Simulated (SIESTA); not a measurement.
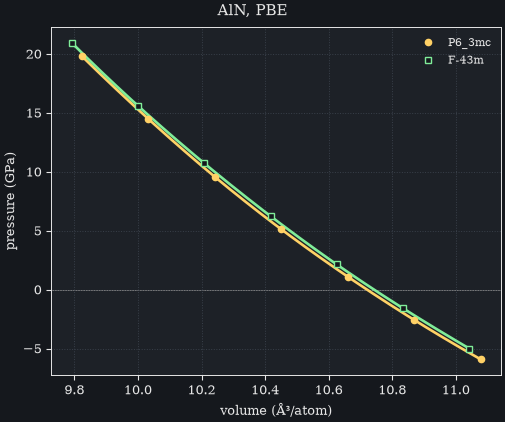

Pressure against volume, with one curve for each structure, for AlN.

Settings that differ: P6_3mc: k mesh 10×10×6; F-43m: k mesh 10×10×10.

The fitted equilibrium volumes, smallest first, are P6_3mc 10.719, F-43m 10.742 Å³/atom. The fitted bulk moduli, smallest first, are F-43m 191.8, P6_3mc 192.0 GPa. For P6_3mc, the pressure falls from 19.80 GPa at volume 9.82 Å³/atom to −5.91 GPa at 11.08 Å³/atom, and changes sign near 10.72 Å³/atom. For F-43m, the pressure falls from 20.93 GPa at volume 9.79 Å³/atom to −5.00 GPa at 11.04 Å³/atom, and changes sign near 10.74 Å³/atom.

Method: DFT in numerical atomic orbitals with pseudopotentials, no spin polarisation; energies at scaled volumes of the given cell, shape and fractions fixed, counted from the fit's minimum, third-order Birch-Murnaghan fit (SIESTA 5.4.2). Level: PBE.

```tsv
setting	value
occupations	Fermi–Dirac
smearing width	0.05 eV
potentials	PseudoDojo 0.4 standard, converted to PSML, two zetas on semicore shells
```

Limits of the calculation: mulliken charges of long orbitals; shape and atomic fractions are frozen while scaling, which makes layered, chain and framework solids too stiff.
